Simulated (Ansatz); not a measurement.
## Run report: MoP, single-point calculation

System: MoP (slab, 14 atoms in the cell).
Method: DFT PBE, scalar-relativistic, plane waves, PAW, no spin polarisation (Ansatz 0.2.0).

The structure derives from an entry of the Crystallography Open Database. It belongs to a series of runs on one base structure; here: (1 1 0) slab cut from the bulk. Figures and captions count atoms from 1; the log counts them from 0 in places.

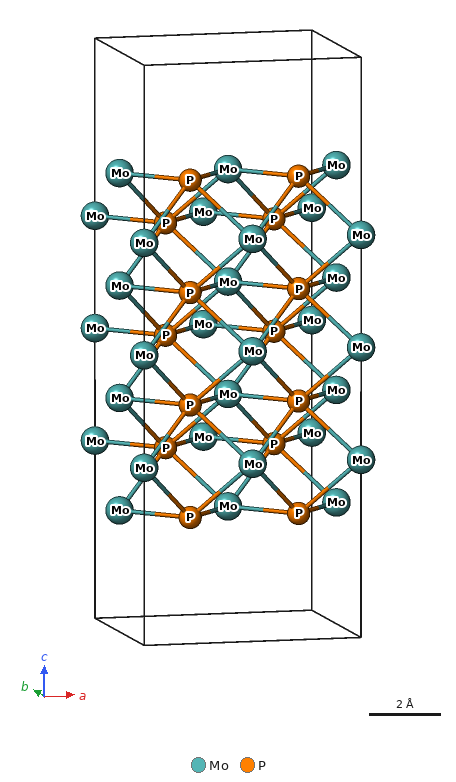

Figure 1. The structure as given in the input (ball-and-stick view of the 2 × 1 repeat of the cell, with the vacuum cut short, seen slightly off an axis). An atom can appear more than once, as a periodic image. Near neighbours in the periodic cell (some may lie outside the picture): Mo has 4 P at 2.46 Å; P has 4 Mo at 2.46 Å; Mo has 6 P at 2.46 Å; P has 6 Mo at 2.46 Å.

## Input
```yaml
crystal:
  lattice:
    - [3.1952266616, 0.0, 0.0]
    - [0.0, 5.6136513295, 0.0]
    - [0.0, 0.0, 24.7231293187]
  atoms:
    - { symbol: Mo, position: [0.0, 0.5, 0.3033596558] }
    - { symbol: P, position: [0.5, 0.1666666667, 0.3033596558] }
    - { symbol: Mo, position: [0.0, 0.0, 0.3689064372] }
    - { symbol: P, position: [0.5, 0.6666666667, 0.3689064372] }
    - { symbol: Mo, position: [0.0, 0.5, 0.4344532186] }
    - { symbol: P, position: [0.5, 0.1666666667, 0.4344532186] }
    - { symbol: Mo, position: [0.0, 0.0, 0.5] }
    - { symbol: P, position: [0.5, 0.6666666667, 0.5] }
    - { symbol: Mo, position: [0.0, 0.5, 0.5655467814] }
    - { symbol: P, position: [0.5, 0.1666666667, 0.5655467814] }
    - { symbol: Mo, position: [0.0, 0.0, 0.6310935628] }
    - { symbol: P, position: [0.5, 0.6666666667, 0.6310935628] }
    - { symbol: Mo, position: [0.0, 0.5, 0.6966403442] }
    - { symbol: P, position: [0.5, 0.1666666667, 0.6966403442] }
basis:
  ecutwfc: 420
kpoints:
  mp_grid: { grid: [11, 6, 1] }
hamiltonian:
  xc: pbe
scf:
  occupations: { method: gaussian, width: 0.1 }
output:
  forces: true
  stress: true
  eigenvalues: true
  write_density: true
  write_potential: true
  elf: true
  volumetric_format: npy
efield:
  axis: 3
  dipole_correction: true
  ramp_width: 0.04
```

Hardware: 1 thread of Intel Xeon @ 2.50GHz (Skylake/Cascade Lake), 189 GiB of memory available, shared host.

Run as:
```bash
ansatz run input.yaml --threads 1 --pin off --max-ram 2560MiB --backend cpu --events-out ev --progress --plain --runs-dir out
```

## Log
```
Engine: ansatz 0.2.0, x86_64-unknown-linux-gnu
Pseudopotentials: kind: paw
Pseudopotential: Mo, paw, valence charge 14, recommended cutoff 420 eV (normal), Mo.paw.azcp
Pseudopotential: P, paw, valence charge 5, recommended cutoff 420 eV (normal), P.paw.azcp
Functional definition: PBE
  parameter kappa = 0.804
  parameter beta = 0.06672455060314922
  exchange = pbe_x(kappa = kappa, mu = beta*pi^2/3)
  correlation = pbe_c(beta = beta)
Crystal: 14 atoms, lattice volume = 443.456 Å³
Basis set: ecut = 420 eV, 8731 PW (Γ), exchange–correlation on 48×80×360 points (8 copies of the dense FFT grid, shifted against one another)
Bands: 81, of which v1, the nominal top of the filled ones, is band 67 counted from 1 (66 counted from 0)
Symmetry: 2 space group operations
k-points: 24 of 66 (time reversal used)
Non-local potential: Mo, projectors of the file, l = 0: 3, l = 1: 2, l = 2: 2, l = 3: 1
Non-local potential: P, projectors of the file, l = 0: 2, l = 1: 2, l = 2: 2
PAW form: soft (Blöchl's): semilocal exchange-correlation on the pseudo side does not see the compensation charge
PAW one-centre angular grid: Mo, 590 points (default); XC on 64 Gauss nodes
PAW one-centre angular grid: P, 110 points (default); XC on 64 Gauss nodes
Initial density: superposition of atomic densities (neutral atoms: chi_scale 0, normalization atom), corrected by the library's trained network
Initial wavefunctions: pseudopotential atomic-orbital guess
Functional: x = pbe(κ = 0.804, μ = 0.2195149727645171), c = pbe(β = 0.06672455060314922)
SCF iter   1: F=—  HF=-39985.599613 eV  |F-HF|=—  |Δ(HF+E_count)|=         —  Δρ=7.84e-3  dr2=1.80e0  ethr=1.77e-3  p=0.000 e·Å  D=2.22e-14 V/Å  ΔV_dip=-0.00 eV  dr2_dipole=6.84e-6  V_vac-E_F(+/−)=3.85/3.85 eV  ⟨swp⟩=8.4  Hψ=9834  notcnv=0
efield: sawtooth ramp at fractional position 0.9800 (placed from the atoms, in the widest stretch of the axis that holds none; the zero of the levels goes with the place), width 0.0400; the density the first Hamiltonian is built on has a dipole p = 0.000 e·Å; the dipole correction subtracts the counter field D = 2.22e-14 V/Å, which shifts the + side's vacuum level by -0.00 eV against the − side's; the planar-averaged density in the ramp window peaks in size at 2.0e-5 e/Å³
preconditioner: auto → LDOS  [metal: Δε(μ)=0.007 eV  Ē_g=6.101 eV  σ=0.100 eV  W_gap=0.04  n_scr=64 (ndim 8)  ℏωp=15.5 eV  f_vac=0.469  D(μ)=12.81/eV (n_scr^D=82)  β→1.0]
SCF iter   2: F=—  HF=-39985.558946 eV  |F-HF|=—  |Δ(HF+E_count)|=   4.07e-2  Δρ=2.68e-3  dr2=5.23e-2  ethr=1.35e-3  p=-0.000 e·Å  D=-2.74e-5 V/Å  ΔV_dip=0.00 eV  dr2_dipole=7.32e-6  V_vac-E_F(+/−)=4.05/4.05 eV  ⟨swp⟩=2.0  Hψ=2353  notcnv=0  defer=12
SCF iter   3: F=—  HF=-39985.557911 eV  |F-HF|=—  |Δ(HF+E_count)|=   1.04e-3  Δρ=1.39e-3  dr2=1.06e-2  ethr=3.93e-5  p=-0.000 e·Å  D=-8.96e-6 V/Å  ΔV_dip=0.00 eV  dr2_dipole=1.38e-7  V_vac-E_F(+/−)=4.12/4.12 eV  ⟨swp⟩=2.1  Hψ=3058  notcnv=0  defer=71
SCF iter   4: F=—  HF=-39985.555657 eV  |F-HF|=—  |Δ(HF+E_count)|=   2.25e-3  Δρ=3.03e-4  dr2=9.14e-4  ethr=7.99e-6  p=-0.000 e·Å  D=-5.88e-6 V/Å  ΔV_dip=0.00 eV  dr2_dipole=3.35e-8  V_vac-E_F(+/−)=4.14/4.14 eV  ⟨swp⟩=2.0  Hψ=2934  notcnv=0  defer=71
SCF iter   5: F=—  HF=-39985.555666 eV  |F-HF|=—  |Δ(HF+E_count)|=   8.16e-6  Δρ=1.20e-4  dr2=2.26e-4  ethr=6.87e-7  p=-0.000 e·Å  D=-2.79e-6 V/Å  ΔV_dip=0.00 eV  dr2_dipole=3.22e-10  V_vac-E_F(+/−)=4.16/4.16 eV  ⟨swp⟩=3.2  Hψ=3789  notcnv=0  defer=71
SCF iter   6: F=—  HF=-39985.555656 eV  |F-HF|=—  |Δ(HF+E_count)|=   9.15e-6  Δρ=5.96e-5  dr2=3.04e-5  ethr=1.70e-7  p=-0.000 e·Å  D=-1.07e-6 V/Å  ΔV_dip=0.00 eV  dr2_dipole=6.51e-10  V_vac-E_F(+/−)=4.17/4.17 eV  ⟨swp⟩=2.1  Hψ=2789  notcnv=0  defer=71
SCF iter   7: F=—  HF=-39985.555609 eV  |F-HF|=—  |Δ(HF+E_count)|=   4.72e-5  Δρ=2.08e-5  dr2=4.37e-6  ethr=2.29e-8  p=-0.000 e·Å  D=-3.02e-7 V/Å  ΔV_dip=0.00 eV  dr2_dipole=3.38e-10  V_vac-E_F(+/−)=4.18/4.18 eV  ⟨swp⟩=2.1  Hψ=2852  notcnv=0  defer=18
SCF iter   8: F=—  HF=-39985.555611 eV  |F-HF|=—  |Δ(HF+E_count)|=   1.80e-6  Δρ=8.97e-6  dr2=8.01e-7  ethr=3.29e-9  p=-0.000 e·Å  D=-1.01e-7 V/Å  ΔV_dip=0.00 eV  dr2_dipole=1.40e-12  V_vac-E_F(+/−)=4.18/4.18 eV  ⟨swp⟩=2.1  Hψ=2838  notcnv=0  defer=18
SCF iter   9: F=-39985.555611 eV  HF=-39985.555611 eV  |F-HF|=3.86e-8  |Δ(HF+E_count)|=   2.65e-7  Δρ=3.14e-6  dr2=6.36e-8  ethr=7.52e-11  p=-0.000 e·Å  D=-1.32e-8 V/Å  ΔV_dip=0.00 eV  dr2_dipole=3.48e-12  V_vac-E_F(+/−)=4.18/4.18 eV  ⟨swp⟩=18.6  Hψ=18462  notcnv=0
SCF 1 converged in 9 iterations: F = -39985.555611 eV  dr2 = 6.36e-8
  greatest PAW one-centre occupation: 0.998 electrons in one spin orbital (limit 2), on the Mo atom at site 10 (counted from 0), in its partial waves of l = 0
WARN: The output density's exchange-correlation potential varies sharply where the density is thin. Do not read a vacuum level from v_tot or v_xc, or from such a field of the output density. On a cell that repeats whose density bears no net charge and no dipole along the vacuum's axis use v_es (v_loc + v_h of the components); under efield.dipole_correction with no amplitude use v_es + v_field, which holds any external_charges[].barrier, or the levels of the report's work_function block, which leave it out; under a non-zero efield.amplitude the vacuum is tilted and has no level; on a cell that repeats and bears such a dipole with no correction it is tilted too, and efield.dipole_correction with no amplitude gives each side of its ramp a level where efield: is served; in a cell that repeats whose density bears a net charge (total_charge, or a fill off its count) it is curved and has none; of a slab under crystal.periodic whose density bears no net charge use v_es, which has a level on each side, short of where the two are joined; of another it falls or rises all the way out and has none; of a slab beside external_charges read slab_vacuum_level instead, which it has where they leave it neutral. The grid or the basis barely resolves most such structure, and the values can differ between equally converged runs; as a rule a tighter scf.convergence.dr2_threshold does not remove it. Where the density itself ripples (under the LDA too) a higher basis.ecutwfc lessens it. The files hold the spikes' plane waves up to the density's cutoff. Files: v_tot_of_output_density and the like, and their columns of v_z.tsv (output.write_potential); v_xc_of_output_density and the like, and their columns of v_comp_z.tsv (output.write_potential_components). Measured: with its Gaussian average of σ = 0.25 Å subtracted twice, the exchange-correlation potential is over 0.1 eV at 198 of the grid points where the equally averaged density (valence and model cores) is under 1e-3 e/Å³, and 0.785 eV at the most among them, at an averaged density of 3.8e-8 e/Å³. The input density's (outcome.potential() and, of a run that writes arrays, v_tot and v_xc) is over 0.1 eV, so measured, at 196 points of its own thin density, 0.151 eV at the most. See output.write_potential in the manual, Limitations
SCF converged after 9 iterations
Free energy (F): -39985.555611 eV
Harris-Foulkes:  -39985.555611 eV  (|F-HF|=3.86e-8)
Internal energy: -39985.493330 eV  (E = F + TS)
E sigma→0 (E₀):  -39985.524471 eV
Entropy (-TS):   -0.062281 eV (-4.449 meV/atom)
Fermi energy:    5.551275 eV
Dipole field:    D = 0.000002 V/Å  (p = 0.000004 e·Å, saw-weighted, corrected)
Work function:   Φ+ = 4.1790 eV   Φ− = 4.1790 eV
Levels:          The Fermi level and band energies are counted from a zero that moves with the ramp; work functions are not
--- Per-component energies (eV) ---
  E_band       = -1963.478231
  E_kinetic    = 3598.534724
  E_local      = -115623.347823  (includes V_loc(G=0)·N_el)
  E_nonlocal   = 1237.079119
  E_hartree    = 55960.714480
  E_xc         = -1719.949836
  E_vxc        = -2035.390642  (∫ρ·V_xc dr)
  E_paw        = -26395.704379  (= ΣΔE_a)
  E_vpaw       = -1061.795239  (= ΣTr[D̂ρ^β])
  E_aug_tail   = 0.000365  (compensation charges beyond the density's cutoff)
  E_efield     = 0.000000  (sawtooth field / dipole correction)
  E_vefield    = 0.000000  (∫n·V_field dr)
  E_ewald      = 42957.180019
  E_smearing   = -0.062281  (= −TS)
  E_closure    = -0.000000  (closes the sum)
  Σ components = -39985.555611   (vs F -39985.555611, Δ=0.00e0)
--- Forces (eV/Å), atoms counted from 1 ---
  atom   1  Mo     0.00000000    -0.83925893     1.73563461
  atom   2  P      0.00000000     0.94746364    -0.79813042
  atom   3  Mo     0.00000000     0.26737293     0.61964122
  atom   4  P      0.00000000    -0.25563676    -1.07590606
  atom   5  Mo     0.00000000    -0.04803386    -0.31872968
  atom   6  P      0.00000000    -0.05570092    -0.12994503
  atom   7  Mo     0.00000000     0.00743286    -0.00000040
  atom   8  P      0.00000000    -0.03995620     0.00000009
  atom   9  Mo     0.00000000    -0.04803408     0.31872891
  atom  10  P      0.00000000    -0.05570025     0.12994441
  atom  11  Mo     0.00000000     0.26737255    -0.61964054
  atom  12  P      0.00000000    -0.25563671     1.07590684
  atom  13  Mo     0.00000000    -0.83925830    -1.73563361
  atom  14  P      0.00000000     0.94746369     0.79813060
  max |Σ_I F_I| component: 1.10e-4 eV/Å
--- Stress (GPa, compression-positive) ---
       -2.197837       0.000000       0.000000
        0.000000      -2.740698       0.000000
        0.000000       0.000000      -1.699037
  P = ⅓ Tr σ = -2.2125 GPa (-22.125 kbar)
--- Band table (eV; the first three rows and the last of 24) ---
  k-point 0: bands = ["-55.6713", "-55.6506", "-55.6481", "-55.6229", "-55.6226", "-55.4610", "-55.4610", "-29.9134", "-29.8649", "-29.8558", "-29.8456", "-29.7962", "-29.7911", "-29.7733", "-29.7621", "-29.7605", "-29.7320", "-29.7318", "-29.7115", "-29.6994", "-29.6620", "-29.6384", "-29.6236", "-29.6085", "-29.5605", "-29.5595", "-29.3989", "-29.3989", "-8.0000", "-7.2597", "-6.3282", "-5.5487", "-5.5085", "-5.0062", "-4.9098", "-1.3968", "-0.8966", "-0.6539", "-0.3977", "0.3469", "0.7815", "0.9050", "1.5131", "1.5424", "1.7843", "1.8246", "1.9283", "1.9357", "2.0865", "2.3950", "2.4478", "2.4659", "2.5392", "3.0373", "3.0475", "3.5915", "3.6066", "3.7248", "3.8033", "4.2923", "4.4932", "4.5374", "4.7304", "4.7899", "4.9098", "5.1626", "5.3715", "5.4252", "5.5111", "5.5368", "5.7628", "6.0075", "6.1183", "6.2439", "6.3771", "6.7823", "6.7845", "6.9726", "7.0406", "7.0800", "7.6263"]
  k-point 1: bands = ["-55.6698", "-55.6501", "-55.6494", "-55.6231", "-55.6230", "-55.4611", "-55.4611", "-29.9003", "-29.8812", "-29.8766", "-29.8295", "-29.7939", "-29.7725", "-29.7711", "-29.7641", "-29.7589", "-29.7325", "-29.7323", "-29.7168", "-29.6916", "-29.6621", "-29.6510", "-29.6185", "-29.6103", "-29.5651", "-29.5621", "-29.3989", "-29.3989", "-7.8790", "-7.1525", "-6.2531", "-5.7935", "-5.5561", "-5.1359", "-5.0042", "-1.1730", "-0.9245", "-0.8017", "-0.4521", "0.2471", "0.8313", "1.1324", "1.4995", "1.5738", "1.8538", "1.9333", "1.9599", "2.0048", "2.0541", "2.3215", "2.4044", "2.5286", "2.5858", "2.9611", "3.0275", "3.5393", "3.6214", "3.6594", "3.8806", "4.1122", "4.5143", "4.5340", "4.6047", "4.6060", "4.9949", "5.0636", "5.2423", "5.5701", "5.5723", "5.6082", "5.8263", "5.9829", "6.1381", "6.3634", "6.6684", "6.8824", "7.0679", "7.1179", "7.2052", "7.3926", "7.4954"]
  k-point 2: bands = ["-55.6658", "-55.6528", "-55.6490", "-55.6240", "-55.6236", "-55.4612", "-55.4612", "-29.9129", "-29.8933", "-29.8499", "-29.8314", "-29.7875", "-29.7710", "-29.7697", "-29.7621", "-29.7339", "-29.7336", "-29.7329", "-29.7153", "-29.6883", "-29.6762", "-29.6644", "-29.6188", "-29.6136", "-29.5696", "-29.5664", "-29.3991", "-29.3991", "-7.5299", "-6.8449", "-6.3637", "-6.0521", "-5.8720", "-5.2525", "-5.2392", "-1.0811", "-1.0622", "-0.5779", "-0.3750", "0.0226", "0.6899", "0.9943", "1.7693", "1.8317", "1.9084", "1.9226", "2.1514", "2.2017", "2.2268", "2.3434", "2.3469", "2.6617", "2.6737", "2.7862", "3.0879", "3.4197", "3.4638", "3.5789", "3.6266", "3.9577", "4.0951", "4.4147", "4.5500", "4.8393", "4.8711", "5.1990", "5.3536", "5.5294", "5.7564", "5.8133", "5.8414", "5.9420", "6.5757", "6.6507", "6.8508", "6.9987", "7.3100", "7.4044", "7.5377", "7.6422", "7.7327"]
  k-point 23: bands = ["-55.6440", "-55.6374", "-55.6302", "-55.6062", "-55.6055", "-55.4444", "-55.4444", "-30.0432", "-30.0369", "-30.0254", "-29.9919", "-29.9884", "-29.8798", "-29.8572", "-29.7979", "-29.7704", "-29.7474", "-29.6859", "-29.6818", "-29.6593", "-29.6555", "-29.6454", "-29.6332", "-29.6332", "-29.5973", "-29.5920", "-29.5424", "-29.5399", "-5.6677", "-5.6612", "-5.5228", "-5.4247", "-5.3852", "-4.5265", "-4.5262", "-0.9471", "-0.9064", "-0.6161", "-0.5809", "-0.5355", "0.3575", "0.4356", "0.5433", "0.6438", "0.8458", "0.8580", "1.3022", "1.3509", "1.5424", "1.5803", "1.8663", "2.0450", "2.0716", "2.1089", "3.2708", "3.4266", "3.4475", "3.7011", "3.7058", "3.8225", "4.0257", "4.7435", "4.9081", "5.1624", "5.4871", "5.5307", "5.5751", "5.6636", "6.0942", "6.2800", "6.6734", "6.6767", "7.1048", "7.1135", "7.2539", "7.2846", "7.3249", "7.4584", "7.4983", "8.2421", "8.3279"]
```

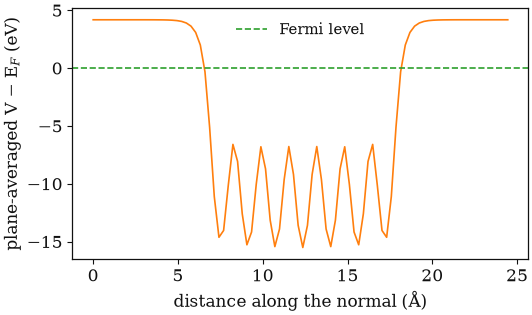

Figure 2. Plane average of the electrostatic potential energy of an electron across the cell, from the Fermi level. The vacuum level lies 4.18 eV above the Fermi level.

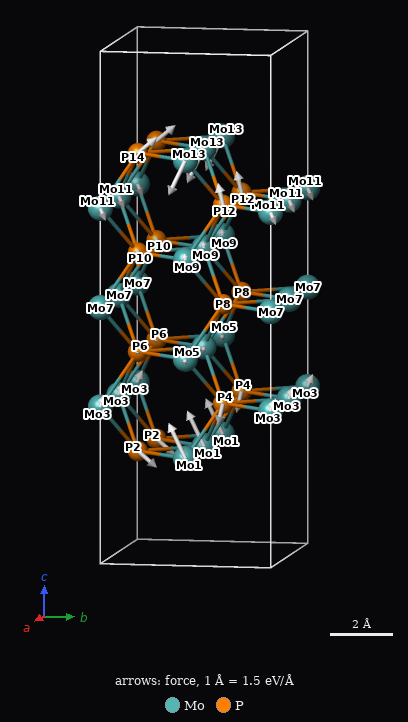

Figure 3. Forces on the atoms as white arrows (ball-and-stick view of the 2 × 1 repeat of the cell, with the vacuum cut short, seen slightly off an axis; atoms are numbered from 1 in the order of the input); the smallest are left out. The largest act on Mo1, Mo13 (1.93 eV/Å); P2, P14 (1.24 eV/Å); P4, P12 (1.11 eV/Å); Mo3, Mo11 (0.67 eV/Å). The geometry is not a stationary point of this energy.

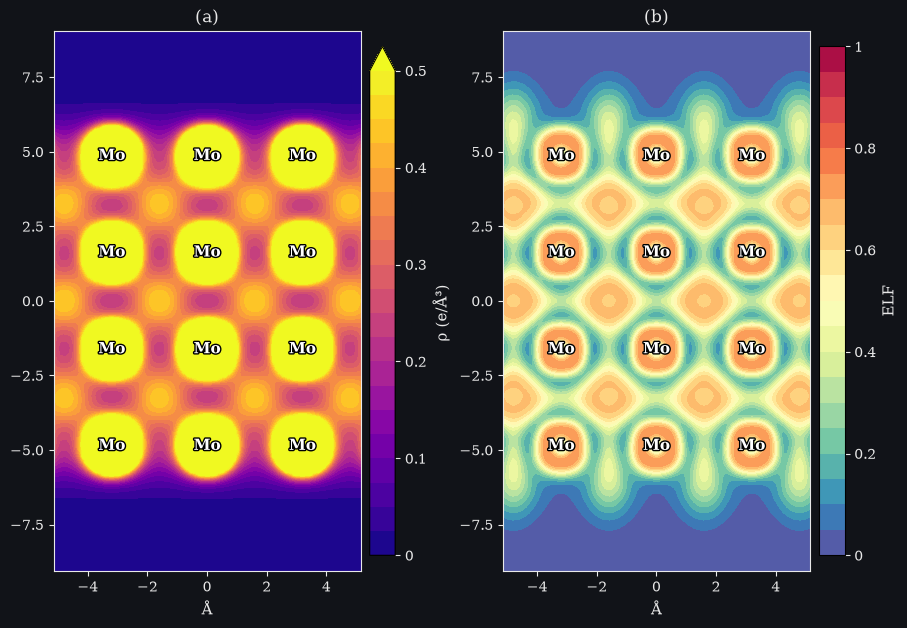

Figure 4. (a) valence electron density; (b) electron localisation function on the (010) plane of the calculation cell, a cut from vacuum to vacuum. The section cuts through Mo sites. The density dies away to nearly zero in the vacuum. The strong features right at Mo lie inside the PAW spheres (semicore, d or f shells) and say nothing about bonding. Core electrons are frozen (PAW), so the fields are smoothed inside the atomic spheres.

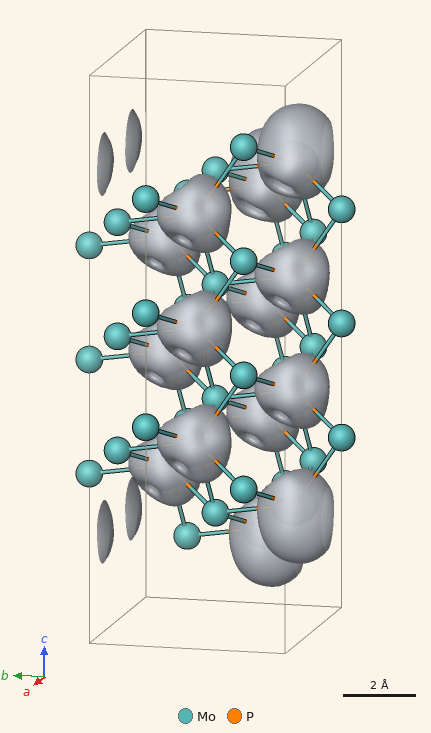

Figure 5. Isosurface of the ELF at 0.7 (grey), seen at an oblique angle. Only the valence region is drawn (cores and ρ < 0.01 e/Å³ removed). Sticks mark near contacts. Profiles from the grid: Mo–P (2.46 Å): the ELF is about 0.45 at the midpoint.

## Key numbers

```tsv
quantity	value
outcome	converged
electrons treated	133
free energy	−39985.5556 eV
work function, top face	4.18 eV
work function, bottom face	4.18 eV
Fermi energy	5.551 eV
gap on the k-point mesh	none (metallic)
work function (upper face)	4.18 eV
largest force (length of the vector)	1.928 eV/Å
wall time	3.9 min
peak memory	0.96 GiB
```

## Remarks

Warnings of the run: the exchange-correlation potential is rough where the density is thin.
